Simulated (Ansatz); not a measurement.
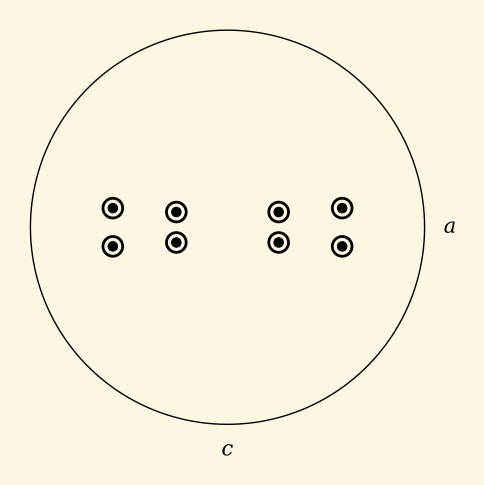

Stereographic projection: filled dots lie in the upper hemisphere, open rings in the lower. The b axis points at the viewer. The poles are all faces of one general form. Computed from the symmetry operations of a computed or model structure of composition TiO2.

Which point group is this?

4/mmm (D4h), order 16, tetragonal system: one fourfold axis, four twofold axes, five mirror planes, an inversion centre.

Can such a crystal be piezoelectric, pyroelectric or chiral?

It is centrosymmetric, so neither piezoelectric nor pyroelectric; it is not chiral.
